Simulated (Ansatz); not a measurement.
Consider SiO2.

```cif
data_structure
_symmetry_space_group_name_H-M 'P 1'
_symmetry_Int_Tables_number 1
_cell_length_a 9.0105
_cell_length_b 9.0105
_cell_length_c 5.2730
_cell_angle_alpha 90.000
_cell_angle_beta 90.000
_cell_angle_gamma 90.000
_cell_volume 428.11
loop_
_atom_site_label
_atom_site_type_symbol
_atom_site_fract_x
_atom_site_fract_y
_atom_site_fract_z
_atom_site_occupancy
Si1 Si 0.17693 0.17693 0.00000 1
Si2 Si 0.67693 0.67693 0.50000 1
Si3 Si 0.17693 0.82307 0.00000 1
Si4 Si 0.67693 0.32307 0.50000 1
Si5 Si 0.82307 0.17693 0.00000 1
Si6 Si 0.32307 0.67693 0.50000 1
Si7 Si 0.32307 0.32307 0.50000 1
Si8 Si 0.82307 0.82307 0.00000 1
O1 O 0.25000 0.25000 0.25000 1
O2 O 0.75000 0.75000 0.75000 1
O3 O 0.25000 0.75000 0.25000 1
O4 O 0.75000 0.25000 0.75000 1
O5 O 0.75000 0.25000 0.25000 1
O6 O 0.25000 0.75000 0.75000 1
O7 O 0.25000 0.25000 0.75000 1
O8 O 0.75000 0.75000 0.25000 1
O9 O 0.20945 0.00000 0.00000 1
O10 O 0.70945 0.50000 0.50000 1
O11 O 0.00000 0.79055 0.00000 1
O12 O 0.50000 0.29055 0.50000 1
O13 O 0.00000 0.20945 0.00000 1
O14 O 0.50000 0.70945 0.50000 1
O15 O 0.79055 0.00000 0.00000 1
O16 O 0.29055 0.50000 0.50000 1
```

Space group I4/mmm; a structure from a database of computed crystals, not necessarily the ambient phase.

These are results of DFT PBE, scalar-relativistic, plane waves, PAW in Ansatz 0.2.0, not measurements.

What will maps of the valence pseudo-density and electron localisation function show?

Answer. Si–O (1.61 Å): the density is about 1.2 e/Å³ at the midpoint; the ELF peaks at about 0.85 between the atoms, as expected for a short, strongly polar bond.

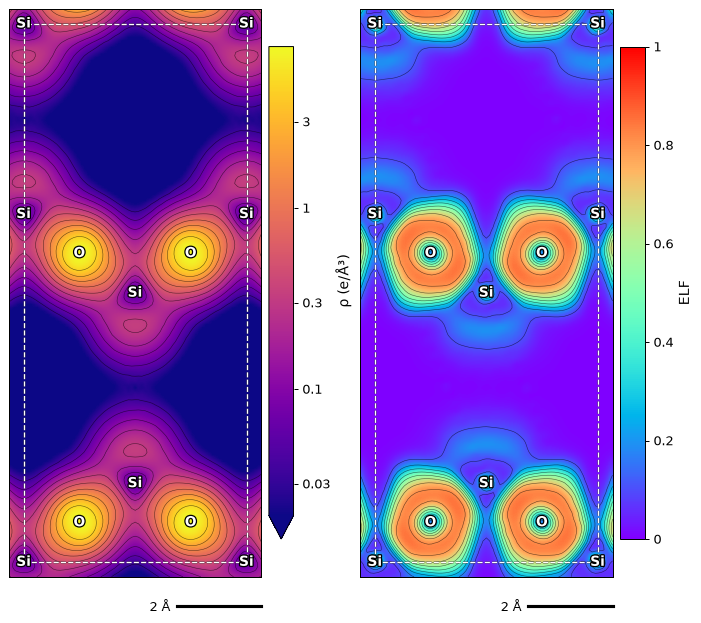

Computed valence pseudo-density and electron localisation function on the (11̄0) plane of the conventional cell, in this order. 

In a PAW calculation such maps are meaningful between the atoms, not at the nuclei.
